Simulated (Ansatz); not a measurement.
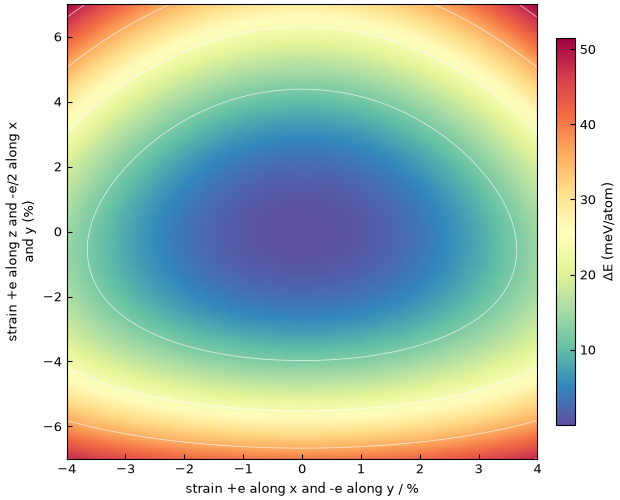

Al2Cu (Fm-3m, No. 225; 3 atoms in the cell). The energy is mapped over two homogeneous strains. The first coordinate is: strain +e along x and -e along y; the second: strain +e along z and -e/2 along x and y. Nothing is relaxed (symmetry fixes all fractional coordinates). The grid has 7 × 7 points; 28 points were computed and 21 follow by symmetry. Points are written as (first, second). Energies are in meV/atom, from the lowest grid point. Level of theory: Ansatz, DFT PBE, scalar-relativistic, plane waves, PAW. Settings: cutoff 520 eV, k-mesh 14×14×14, gaussian smearing 0.15 eV, no spin polarisation.

Drawn: a smooth colour map with a few white contour lines. Between grid points the surface is interpolated.

The lowest grid point is at (0.00 %, 0.00 %). It is the only kind of minimum in the scanned range. The highest grid point, (−4.00 %, 7.00 %), lies 51.5 meV/atom above the lowest. Round the minimum the two coordinates are nearly uncoupled.

The level of theory is changed to Ansatz 0.2.0, DFT LDA, scalar-relativistic, plane waves, PAW; with it change the cell, relaxed at the new level (first cell vector 4.009 Å, before 4.089 Å).

### How does the landscape change?

The lowest place stays at (0.00 %, 0.00 %). The span from the lowest to the highest grid point grows from 51.5 to 58.4 meV/atom. The curvature at the minimum changes from about 173 to 210 GPa along the first coordinate and from about 130 to 157 GPa along the second coordinate.

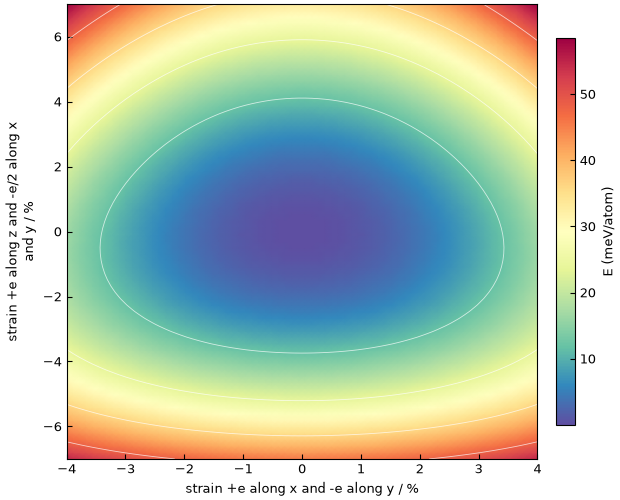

The map after the change, on a colour scale of its own. The picture shows a smooth colour map with a few white contour lines. Between grid points the surface is interpolated.

PAW datasets: the set soft_1.
